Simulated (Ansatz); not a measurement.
## Run report: Al2Cu, single-point calculation

Al2Cu (9 atoms in the cell), computed with DFT r2SCAN, scalar-relativistic, plane waves, PAW, no spin polarisation (Ansatz 0.2.0).

The structure derives from a Materials Project entry. It belongs to a series of runs on one base structure; here: the crystal opened by +0.50 A across the cut. Figures and captions count atoms from 1; the log counts them from 0 in places.

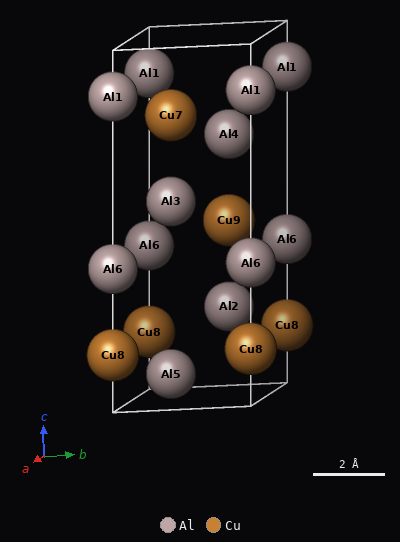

*The input geometry (spheres-only view of the cell of the calculation, seen slightly off an axis; atoms are numbered from 1 in the order of the input). An atom can appear more than once, as a periodic image.*

Input file
```yaml
crystal:
  lattice:
    - [-2.0273575171, 2.0273575171, -2.8669875149]
    - [-2.0273575171, -2.0273575171, 2.8669875149]
    - [0.0, 8.5176722367, 6.0226588221]
  atoms:
    - { symbol: Al, position: [2.6354e-06, -2.6354e-06, 0.8727147723] }
    - { symbol: Al, position: [0.3333340521, 0.6666659479, 0.2380015795] }
    - { symbol: Al, position: [0.6666683437, 0.3333316563, 0.5553581759] }
    - { symbol: Al, position: [0.3333354896, 0.6666645104, 0.7140364741] }
    - { symbol: Al, position: [0.6666669062, 0.3333330938, 0.0793232813] }
    - { symbol: Al, position: [1.1979e-06, -1.1979e-06, 0.3966798777] }
    - { symbol: Cu, position: [0.6666690625, 0.3333309375, 0.7933756232] }
    - { symbol: Cu, position: [4.791e-07, -4.791e-07, 0.1586624304] }
    - { symbol: Cu, position: [0.3333347708, 0.6666652292, 0.4760190268] }
basis:
  ecutwfc: 500
kpoints:
  mp_grid: { grid: [13, 13, 5] }
hamiltonian:
  xc: r2scan
scf:
  occupations: { method: gaussian, width: 0.15 }
output:
  forces: true
  stress: true
  eigenvalues: true
  write_density: true
  write_potential: true
  elf: true
  volumetric_format: npy
```

Hardware: 2 threads of Oxide Virtual Turin-like (Zen 5), 32 GiB of memory available, shared host.

Launched with:
```bash
ansatz run input.yaml --threads 2 --pin off --max-ram 5120MiB --backend cpu --events-out ev --progress --plain --runs-dir out
```

The program's output
```
Warning: 8 symmetry operations that the atoms keep within the bar at which the run's group was sought (crystal.symmetry.tolerance 1.0e-5, or twice it) were not taken beside the 4 unitary ones that the detection took (of a slab, those that keep its plane). If the more symmetric cell is meant, write the vectors of crystal.lattice to more decimals, or, with the positions in fractional coordinates, give it by lengths and angles (which lays the cell in the standard orientation, to which the deck's other Cartesian keys then refer), with the lengths that are meant to be equal typed equal, the angles likewise, and each angle that the symmetry fixes typed at its exact value (of a frozen-density pass: in the run whose state it reads). The detection then takes those 8 too, where the atoms keep them as a group. The lattice (crystal.lattice as typed, or as saved on a frozen-density pass laid at its state's geometry) misses each of them by more than the tolerance, the farthest off changing a squared length by the fraction 8.7e-5. The run does not impose them: its cell is that one, or, where this deck is also told that its lattice was moved onto its group, that cell laid onto the operations that were taken. If the cell is strained on purpose, what lies past the tolerance is rightly left out.
Engine: ansatz 0.2.0, x86_64-unknown-linux-gnu
Pseudopotentials: kind: paw
Pseudopotential: Al, paw, valence charge 3, recommended cutoff 500 eV (meta_gga), Al.paw.azcp
Pseudopotential: Cu, paw, valence charge 19, recommended cutoff 500 eV (meta_gga), Cu.paw.azcp
Functional definition: r2SCAN
  parameter k0 = 0.174
  parameter k1 = 0.065
  parameter a1 = 4.9479
  exchange = r2scan_x(k0 = k0, k1 = k1, a1 = a1)
  correlation = r2scan_c
Crystal: 9 atoms, lattice volume = 148.525 Å³
Basis set: ecut = 500 eV, 3777 PW (Γ), exchange–correlation on 120×120×320 points (64 copies of the dense FFT grid, shifted against one another)
Bands: 47, of which v1, the nominal top of the filled ones, is band 38 counted from 1 (37 counted from 0)
Symmetry: 4 space group operations
Space group: C2/m (ITA 12), of the structure as read, at distance tolerance 5.3e-5 Å
k-points: 231 of 845
Non-local potential: Al, projectors of the file, l = 0: 2, l = 1: 2, l = 2: 1
Non-local potential: Cu, projectors of the file, l = 0: 3, l = 1: 2, l = 2: 3, l = 3: 1
PAW form: soft (Blöchl's): semilocal exchange-correlation on the pseudo side does not see the compensation charge
PAW frozen core: Al, regenerated for the run's functional (the file was generated under x = pbe(κ = 0.804, μ = 0.2195149727645171), c = pbe(β = 0.06672455060314922))
PAW frozen core: Cu, regenerated for the run's functional (the file was generated under x = pbe(κ = 0.804, μ = 0.2195149727645171), c = pbe(β = 0.06672455060314922))
PAW one-centre angular grid: Al, 302 points (default); XC on 160 Gauss nodes
PAW one-centre angular grid: Cu, 590 points (default); XC on 160 Gauss nodes
Initial density: superposition of atomic densities (neutral atoms: chi_scale 0, normalization atom), corrected by the library's trained network
Initial wavefunctions: pseudopotential atomic-orbital guess
Functional: x = r2scan, c = r2scan; τ floored in thin density (d = 2e-4 eV/Å³)
SCF iter   1: F=—  HF=-23137.505884 eV  |F-HF|=—  |Δ(HF+E_count)|=         —  Δρ=2.32e-2  dr2=5.89e-1  dr2_τ=3.09e-2  ethr=1.77e-3  ⟨swp⟩=9.0  Hψ=50077  notcnv=0  defer=12
preconditioner: auto → Kerker (q_TF=auto, 2.435 Å⁻¹)  [metal: Δε(μ)=0.018 eV  Ē_g=7.710 eV  σ=0.150 eV  W_gap=0.07  n_scr=38 (ndim 8)  ℏωp=21.8 eV  f_vac=0.002  D(μ)=2.85/eV (n_scr^D=12)]
SCF iter   2: F=—  HF=-23137.592894 eV  |F-HF|=—  |Δ(HF+E_count)|=   8.70e-2  Δρ=1.93e-2  dr2=2.87e-1  dr2_τ=2.95e-3  ethr=7.85e-4  ⟨swp⟩=2.0  Hψ=19214  notcnv=0  defer=657
SCF iter   3: F=—  HF=-23137.508921 eV  |F-HF|=—  |Δ(HF+E_count)|=   8.40e-2  Δρ=4.44e-3  dr2=4.26e-2  dr2_τ=8.81e-5  ethr=3.83e-4  ⟨swp⟩=2.0  Hψ=16708  notcnv=0  defer=657
SCF iter   4: F=—  HF=-23137.498941 eV  |F-HF|=—  |Δ(HF+E_count)|=   9.98e-3  Δρ=1.53e-3  dr2=2.80e-3  dr2_τ=2.67e-5  ethr=5.69e-5  ⟨swp⟩=1.8  Hψ=17017  notcnv=0  defer=657
SCF iter   5: F=—  HF=-23137.499894 eV  |F-HF|=—  |Δ(HF+E_count)|=   9.53e-4  Δρ=2.02e-3  dr2=4.68e-3  dr2_τ=2.05e-5  ethr=3.74e-6  ⟨swp⟩=2.1  Hψ=15810  notcnv=0  defer=657
SCF iter   6: F=—  HF=-23137.499175 eV  |F-HF|=—  |Δ(HF+E_count)|=   7.18e-4  Δρ=4.59e-4  dr2=3.72e-4  dr2_τ=1.93e-6  ethr=3.74e-6  ⟨swp⟩=2.0  Hψ=17580  notcnv=0  defer=657
SCF iter   7: F=—  HF=-23137.499120 eV  |F-HF|=—  |Δ(HF+E_count)|=   5.53e-5  Δρ=2.06e-4  dr2=8.17e-5  dr2_τ=2.16e-7  ethr=4.96e-7  ⟨swp⟩=2.6  Hψ=16198  notcnv=0  defer=657
SCF iter   8: F=—  HF=-23137.499195 eV  |F-HF|=—  |Δ(HF+E_count)|=   7.46e-5  Δρ=6.13e-5  dr2=7.79e-6  dr2_τ=1.98e-8  ethr=1.09e-7  ⟨swp⟩=2.2  Hψ=15818  notcnv=0  defer=657
SCF iter   9: F=—  HF=-23137.499195 eV  |F-HF|=—  |Δ(HF+E_count)|=   1.02e-8  Δρ=1.54e-5  dr2=4.95e-7  dr2_τ=1.42e-9  ethr=1.04e-8  ⟨swp⟩=2.5  Hψ=15535  notcnv=0  defer=657
SCF iter  10: F=-23137.499195 eV  HF=-23137.499195 eV  |F-HF|=1.44e-8  |Δ(HF+E_count)|=   8.00e-8  Δρ=2.97e-6  dr2=2.25e-8  dr2_τ=1.55e-10  ethr=1.33e-10  ⟨swp⟩=14.3  Hψ=74344  notcnv=0
SCF 1 converged in 10 iterations: F = -23137.499195 eV  dr2 = 2.25e-8
  greatest PAW one-centre occupation: 1.000 electrons in one spin orbital (limit 2), on the Cu atom at site 7 (counted from 0), in its partial waves of l = 0
```

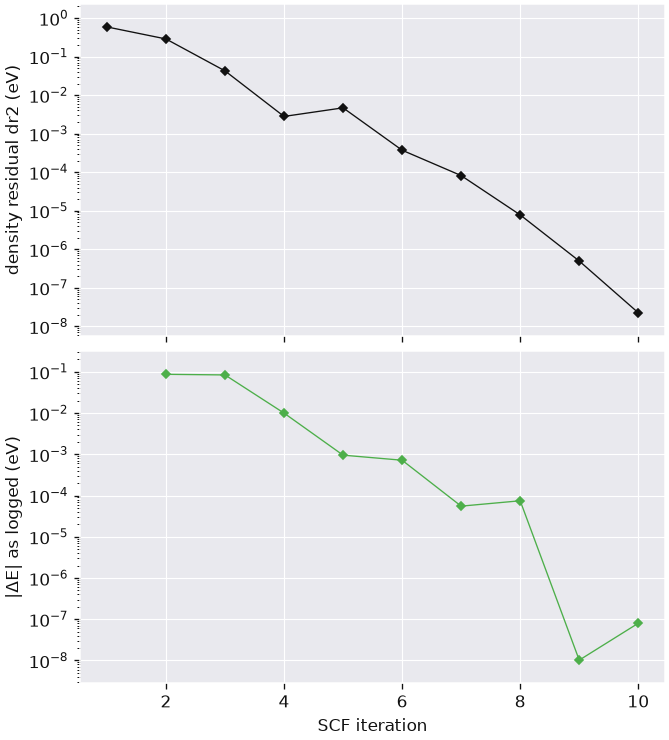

*Convergence of the self-consistent field: density residual dr2 and size of the energy change against the SCF iteration.*

The residual falls almost steadily, with no more than small rises.

```
SCF converged after 10 iterations
Free energy (F): -23137.499195 eV
Harris-Foulkes:  -23137.499195 eV  (|F-HF|=1.44e-8)
Internal energy: -23137.466578 eV  (E = F + TS)
E sigma→0 (E₀):  -23137.482886 eV
Entropy (-TS):   -0.032617 eV (-3.624 meV/atom)
Fermi energy:    8.723770 eV
--- Per-component energies (eV) ---
  E_band       = -1590.706466
  E_kinetic    = 1034.901488
  E_local      = -18034.368763  (includes V_loc(G=0)·N_el)
  E_nonlocal   = 1215.141371
  E_hartree    = 8087.331172
  E_xc         = -473.788185
  E_vxc        = -566.241576  (∫ρ·V_xc dr)
  E_paw        = -7849.653079  (= ΣΔE_a)
  E_vpaw       = -1451.011347  (= ΣTr[D̂ρ^β])
  E_aug_tail   = 0.000434  (compensation charges beyond the density's cutoff)
  E_vtau       = 36.221232  (kinetic-family band-sum trace: ∫τ·v_τ [+ j·A + Jᵃ·Aᵃ] dr)
  E_ewald      = -7115.767043
  E_core_change = -1.263972  (= ΣΔE_core)
  E_smearing   = -0.032617  (= −TS)
  E_closure    = -0.000000  (closes the sum)
  Σ components = -23137.499195   (vs F -23137.499195, Δ=0.00e0)
--- Forces (eV/Å), atoms counted from 1 ---
  atom   1  Al     0.00000000     0.63495079     0.44911812
  atom   2  Al     0.00000000    -0.16950567    -0.11986180
  atom   3  Al     0.00000000     0.02458709     0.01739474
  atom   4  Al    -0.00000000     0.16950567     0.11986180
  atom   5  Al    -0.00000000    -0.63495079    -0.44911812
  atom   6  Al    -0.00000000    -0.02458709    -0.01739474
  atom   7  Cu    -0.00000000     0.51165229     0.36179601
  atom   8  Cu     0.00000000    -0.51165229    -0.36179601
  atom   9  Cu     0.00000000     0.00000000     0.00000000
  max |Σ_I F_I| component: 3.01e-26 eV/Å
--- Stress (GPa, compression-positive) ---
       -0.887438      -0.000000       0.000000
       -0.000000      -4.534855      -2.579066
        0.000000      -2.579066      -2.707447
  P = ⅓ Tr σ = -2.7099 GPa (-27.099 kbar)
--- Band table (eV; the first three rows and the last of 231) ---
  k-point 0: bands = ["-109.0656", "-108.8734", "-108.8734", "-64.8577", "-64.8525", "-64.8525", "-64.6812", "-64.6812", "-64.6812", "-64.6812", "-64.6319", "-64.6319", "-1.8931", "-0.6381", "-0.1720", "3.2103", "3.3946", "4.0533", "4.0533", "4.1897", "4.2238", "4.2238", "4.2540", "4.2540", "4.5755", "4.5756", "4.7894", "4.7895", "4.7927", "4.7928", "5.3835", "5.5182", "9.6604", "9.6607", "10.1296", "10.1299", "11.1963", "11.2428", "11.6943", "11.6946", "11.9736", "11.9739", "12.3253", "12.3256", "12.5016", "12.5018", "12.9040"]
  k-point 1: bands = ["-109.0656", "-108.8734", "-108.8734", "-64.8577", "-64.8525", "-64.8525", "-64.6812", "-64.6812", "-64.6812", "-64.6812", "-64.6319", "-64.6319", "-1.8512", "-0.9079", "0.1717", "2.7330", "3.6826", "4.0550", "4.0550", "4.1754", "4.2248", "4.2248", "4.2502", "4.2502", "4.5750", "4.5750", "4.7783", "4.7784", "4.8058", "4.8059", "5.0324", "6.2133", "9.6145", "9.6148", "9.8410", "10.2436", "10.2439", "11.3502", "11.3503", "12.0725", "12.0726", "12.3874", "12.4626", "12.4626", "12.7128", "12.7130", "12.9049"]
  k-point 2: bands = ["-109.0656", "-108.8734", "-108.8734", "-64.8577", "-64.8525", "-64.8525", "-64.6812", "-64.6812", "-64.6812", "-64.6812", "-64.6319", "-64.6319", "-1.7564", "-1.1913", "0.6176", "2.2060", "3.8544", "4.0579", "4.0579", "4.1460", "4.2279", "4.2279", "4.2426", "4.2426", "4.5741", "4.5742", "4.7715", "4.7716", "4.8159", "4.8160", "4.8733", "7.2599", "8.4963", "9.5592", "9.5596", "10.4840", "10.4842", "10.9635", "10.9637", "11.9887", "11.9889", "12.7943", "12.8443", "12.8444", "12.9092", "12.9614", "12.9616"]
  k-point 230: bands = ["-109.0656", "-108.8734", "-108.8734", "-64.8576", "-64.8526", "-64.8526", "-64.6813", "-64.6813", "-64.6812", "-64.6812", "-64.6319", "-64.6319", "0.7171", "1.3049", "2.0692", "2.4687", "2.7665", "3.2208", "3.5656", "4.1336", "4.2465", "4.2985", "4.5029", "4.5927", "4.6141", "4.6817", "4.6826", "4.7739", "4.8159", "4.8250", "4.8616", "4.8680", "4.9628", "6.1611", "6.8874", "7.1346", "7.9124", "8.0795", "8.8365", "9.5323", "10.4296", "10.8662", "11.4465", "12.5791", "13.0812", "13.3154", "14.3271"]
```

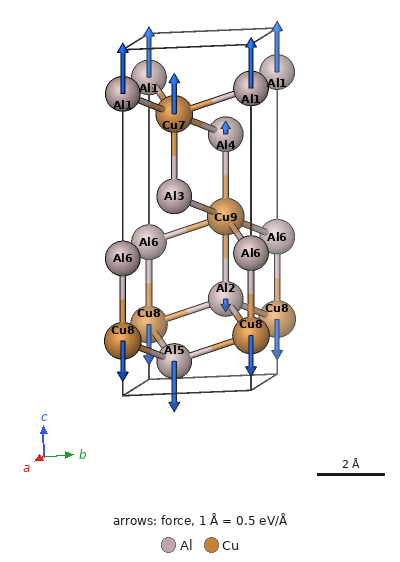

*Forces on the atoms as blue arrows (ball-and-stick view of the cell of the calculation, seen slightly off an axis; atoms are numbered from 1 in the order of the input); the smallest are left out.*

The largest act on Al1, Al5 (0.78 eV/Å); Cu7, Cu8 (0.63 eV/Å). The geometry is not a stationary point of this energy.

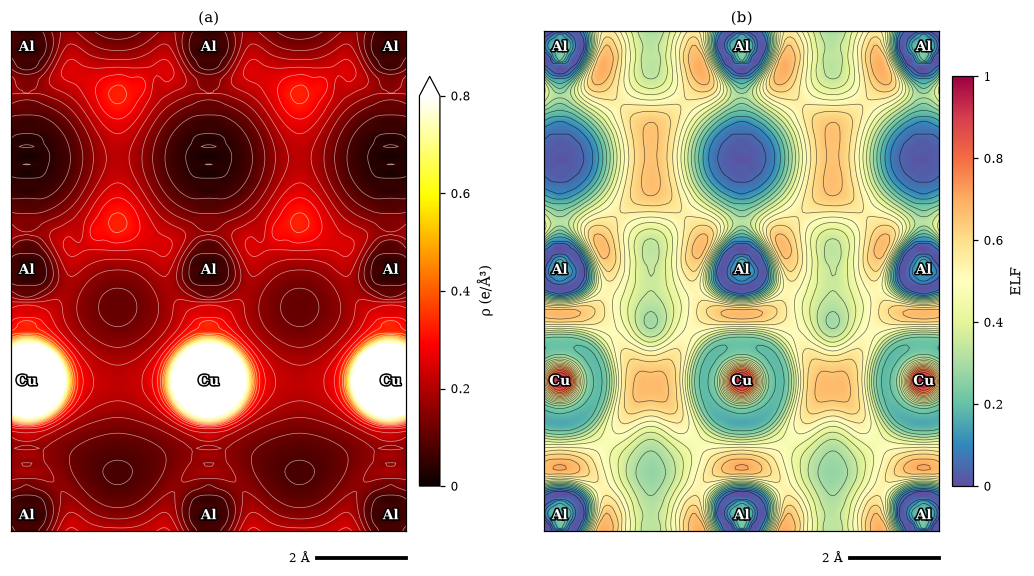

*(a) valence pseudo-density; (b) electron localisation function on the (100) plane of the conventional cell.*

The section cuts through Al and Cu sites. Al–Cu (2.48 Å): ρ at the midpoint is about 0.34 e/Å³, with its minimum of 0.25 e/Å³ about 1.0 Å from Al; the ELF peaks at about 0.70 between the atoms. Away from the nuclei the density in this plane falls to 0.01 e/Å³ at its lowest. The strong features right at Cu lie inside the PAW spheres (semicore, d or f shells) and say nothing about bonding. The fields are those of the smooth PAW valence density.

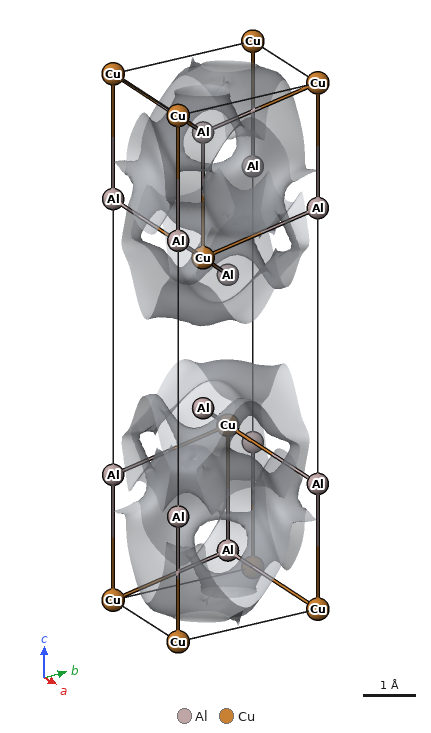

*Isosurface of the valence electron density at 0.2 e/Å³ (grey), seen slightly off an axis. Sticks mark near contacts. The outline is the cell set on symmetry axes.*

At this value the density is joined into sheets; it holds about 85 % of the electrons treated as valence (semicore included). On the grid the lowest density along these lines, outside the cores, is 0.27 e/Å³ (Al–Cu, 2.48 Å).

Results in brief

| quantity | value |
| --- | --- |
| outcome | converged |
| space group (tolerance 0.01 Å) | P-3m1 (164) |
| electrons treated | 75 |
| free energy | −23137.4992 eV |
| Fermi energy | 8.724 eV |
| gap on the k-point mesh | none (metallic) |
| pressure | −2.71 GPa |
| largest force (length of the vector) | 0.778 eV/Å |
| wall time | 52 s (CPU time 1.7 min) |
| peak memory | 1.7 GiB |

Notes

The program warns: near-symmetries of the structure were not used.
